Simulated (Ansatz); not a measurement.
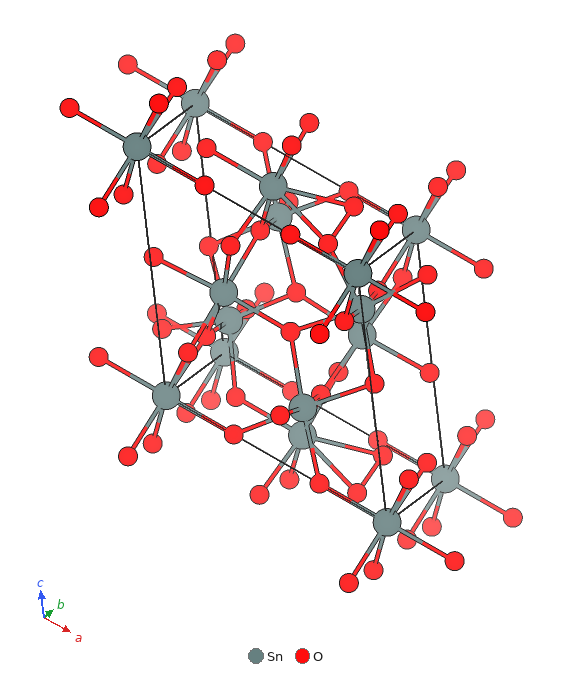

Crystal structure, ball-and-stick style, seen slightly off an axis. The simulation cell is outlined; an atom on or near a face, edge or corner is repeated at each equivalent position. Some neighbours outside the box are added. Cell: a = 6.827 Å, b = 6.827 Å, c = 8.077 Å, α = 115.00°, β = 115.00°, γ = 90.00°.

Caption:

- Formula: Sn₈O₁₇.
- The cell comprises 1 formula unit: 8 Sn, 17 O.

Provenance: a structure listed in the Materials Project, repeated into a supercell with a point defect put in. The atoms were relaxed in a fixed cell with DFT PBE, scalar-relativistic, plane waves, PAW (Ansatz).
